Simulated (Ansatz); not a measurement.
# The gap of SiC (F-43m): a ladder of methods and an error budget, part 2 of 2

Wanted: the gap of SiC (F-43m) by functionals, hybrids and G0W0, carried to the basis limit, with what remains uncertain.

Ansatz 0.2.0; density functionals, hybrids, G0W0, plane waves, PAW. Known limits of the many-body steps: not at the basis limit; coarse k mesh.

So far. Step 11 (G0W0@PBE, 4×4×4 mesh, 61 empty bands, screening to 120 …): Against the run with 6×6×6 mesh, 61 empty bands, screening to 120 eV, the gap moves by −0.08 eV, while the start moved by −0.04 eV. Step 12 (G0W0@HSE06, 6×6×6 mesh, 61 empty bands, screening to …): Against the run with 6×6×6 mesh, 61 empty bands, screening to 120 eV on PBE, the gap moves by +0.38 eV, while the start moved by +0.87 eV.

In doubt: masses and optical values from hybrid runs of this build are listed as unsure (steps 12, 15), which bears on the screening that GW takes from such a start.

## Step 13: G0W0@PBE, 6×6×6 mesh, 61 empty bands, screening to 120 eV, plasmon pole

A plasmon pole stands in for the full frequency dependence of the screening; this run shows what that costs in accuracy.

This step: G0W0 on PBE, plane waves, PAW.

input.yaml reads:

```yaml
crystal:
  lattice:
    - [0.0, 2.179, 2.179]
    - [2.179, 0.0, 2.179]
    - [2.179, 2.179, 0.0]
  atoms:
    - { symbol: Si, position: [0.0, 0.0, 0.0] }
    - { symbol: C, position: [0.25, 0.25, 0.25] }
kpoints:
  mp_grid: { grid: [6, 6, 6] }
hamiltonian:
  xc: pbe
scf:
  occupations: { method: fixed }
gw:
  n_empty_bands: 61
  ecut_chi: 120
  qp_bands: [v2, c2]
  qp_kpoints: band_edges
  screening: { model: godby_needs }
```

Run with:

```sh
ansatz run input.yaml --threads 2 --pin off --max-ram 92160MiB --backend cuda --events-out ev --progress --plain --runs-dir out --devices 1 --max-vram 13GiB  # rebuilt from the run's record
```

The job ended after 10 s (1 × NVIDIA H100 80GB HBM3 (shared by 6 runs) with 2 threads of AMD EPYC 7R13 (Zen 3), shared host; peak memory 0.99 GiB).

Numbers from this step:

```
bands summed                                 : 65
plasmon-pole fit frequency                   : 23.09 eV
RPA ε∞ on this mesh (eigenvalues)            : 7.148, 7.148, 7.148
plane waves in the screening matrix          : 59
G0W0 gap on the mesh                         : 2.057 eV
k of the valence top                         : 0, 0, 0
k of the conduction bottom                   : 0, -0.5, -0.5
starting gap on the mesh                     : 1.353 eV
least direct G0W0 gap on the computed points : 5.533 eV
```

Against the run with 6×6×6 mesh, 61 empty bands, screening to 120 eV, the gap moves by −0.04 eV.

## Step 14: G0W0@PBE, 6×6×6 mesh, 61 empty bands, screening to 120 eV, hard PAW files

Other atomic data (hard PAW) test the pseudisation: the cutoff goes from 420 to 820 eV, with the same valence electrons.

Changes to input.yaml since step 13:

```diff
@@ -12,2 +12,3 @@
   xc: pbe
+  pseudopotentials: { kind: paw, source: ansatz }
 scf:
@@ -19,2 +20,2 @@
   qp_kpoints: band_edges
-  screening: { model: godby_needs }
+  screening: { model: contour_deformation }
```

Elapsed: 6.4 s, on 1 × NVIDIA H100 80GB HBM3 (shared by 6 runs) with 2 threads; peak memory 0.99 GiB.

Numbers from this step:

| Quantity | Value |
| --- | --- |
| bands summed | 65 |
| RPA ε∞ on this mesh (eigenvalues) | 7.151, 7.151, 7.151 |
| plane waves in the screening matrix | 59 |
| G0W0 gap on the mesh | 2.109 eV |
| k of the valence top | 0, 0, 0 |
| k of the conduction bottom | 0, -0.5, -0.5 |
| starting gap on the mesh | 1.352 eV |
| least direct G0W0 gap on the computed points | 5.597 eV |

Against the run with 6×6×6 mesh, 61 empty bands, screening to 120 eV, the gap moves by +0.007 eV.

## Step 15: G0W0@PBE0, 6×6×6 mesh, 61 empty bands, screening to 120 eV

This step: G0W0 on PBE0, plane waves, PAW.

Changes to input.yaml since step 14:

```diff
@@ -11,4 +11,3 @@
 hamiltonian:
-  xc: pbe
-  pseudopotentials: { kind: paw, source: ansatz }
+  xc: pbe0
 scf:
```

The job ended after 14 s (1 × NVIDIA H100 80GB HBM3 (shared by 6 runs) with 2 threads; peak memory 1.1 GiB; 17 s of CPU time).

This step gave:

* bands summed: 65
* RPA ε∞ on this mesh (eigenvalues): 5.399, 5.399, 5.399
* plane waves in the screening matrix: 59
* G0W0 gap on the mesh: 2.649 eV
* k of the valence top: 0, 0, 0
* k of the conduction bottom: 0, -0.5, -0.5
* starting gap on the mesh: 2.953 eV
* least direct G0W0 gap on the computed points: 6.225 eV

Against the run with 6×6×6 mesh, 61 empty bands, screening to 120 eV on HSE06, the gap moves by +0.16 eV, while the start moved by +0.73 eV.

## Step 16: The ladder

Times are wall times on 1 × NVIDIA H100 80GB HBM3 (shared by 6 runs) with 2 threads of AMD EPYC 7R13 (Zen 3), shared host, good to a factor of about two. G0W0 rows are gaps on the mesh, lowered by the amount that the mesh misses the start's edges, a rough step that assumes the same correction there.

```csv
level,gap (eV),least direct gap (eV),time
PBE,1.36,4.55,3.1 s
LDA,1.32,4.51,2 s
HSE06,2.23,5.72,17 s
PBE0,2.95,6.46,11 s
DDH-PBE0,2.26,5.64,9.7 s
G0W0@PBE (21 empty bands),1.82,-,7.8 s
G0W0@PBE (61 empty bands),2.10,-,5.8 s
G0W0@PBE (132 empty bands),2.24,-,6.5 s
"G0W0@PBE (61 empty bands, 4×4×4)",2.02,-,3.9 s
G0W0@HSE06 (61 empty bands),2.48,-,18 s
"G0W0@PBE (61 empty bands, plasmon pole)",2.06,-,10 s
"G0W0@PBE (61 empty bands, hard PAW)",2.11,-,6.4 s
G0W0@PBE0 (61 empty bands),2.65,-,14 s
```

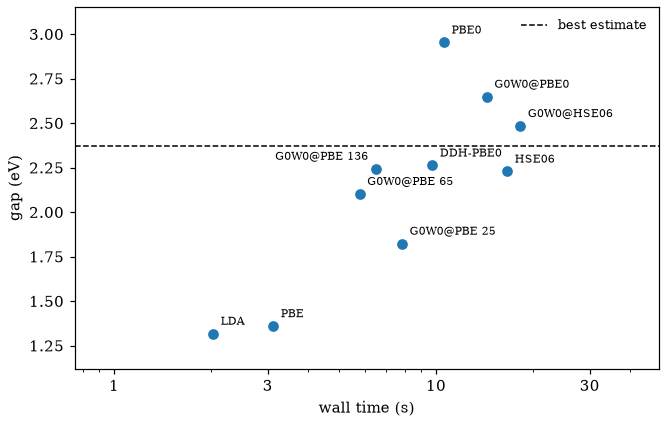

Result against wall time.

## Step 17: Adding up the best estimate

```csv
term,eV,running total (eV)
"G0W0 on the mesh, top rung",2.244,2.244
"to the limit, by a line in one over the bands through the two top rungs",+0.129,2.373
```

Changes that are not added in, each against a run with equal bands and cutoff:

```csv
change,eV
the coarser 4×4×4 mesh (change of the correction alone),−0.04
start HSE06,+0.38
plasmon pole in place of full frequency,−0.04
hard PAW files,+0.01
start PBE0,+0.55
```

## Step 18: What came out

* PBE gap: 1.36 eV, indirect
* HSE06: 2.23 eV
* PBE0: 2.95 eV
* DDH-PBE0: 2.26 eV
* G0W0, top rung on the mesh: 2.24 eV
* best estimate, G0W0@PBE: 2.37 eV
* GW settings of the top rung: 6×6×6 mesh, 132 empty bands, screening to 200 eV
* known limits: one-shot GW, static lattice

**Reading.** The best estimate for G0W0@PBE is 2.37 eV, indirect by PBE, against 1.36 eV at the start. The pair of rungs below gives a limit −0.10 eV away. Of the changes left open the largest, +0.55 eV, comes from starting at PBE0. Among the functionals DDH-PBE0 comes nearest: −0.11 eV from the estimate. HSE06 is about as near. That ranking leans on the start chosen for G0W0. The RPA ε∞ on the GW mesh averages 7.1 against 7.0 from perturbation theory, which takes a denser mesh of its own and holds the xc response as well. All runs took 2.2 min, 57 % of it in G0W0. Against experiment, by the best estimate: the gap of 2.37 eV lies −0.02 eV from the measured 2.39 eV (kind not stated, quoted 2020); the gap of 2.37 eV lies −0.03 eV from the measured 2.4 eV (indirect, 2018). The calculation has static nuclei and no excitons; a measured gap holds zero-point and thermal motion, which mostly lowers it. The computed ε∞ of 6.96 stands beside the measured 6.49 (quoted 1999).

[Paths, hosts, dates, memory and timing lines, banners, echoed tables and standing remarks are left out of the program output.]

[Logs are printed without paths, hosts, clocks, repeated set-up lines and the standing remarks that a program may print on its own settings, such as how far it seeks lower states.]

[Runs of the session that timed out or met a known fault of the program may be left out.]

[Cells called generated may have been cut or substituted from an entry of the Crystallography Open Database or the Materials Project.]

[Hosts, paths, dates, database ids (printed as entryN), source tags and the programs' standing remarks are cut or masked in the printed files.]
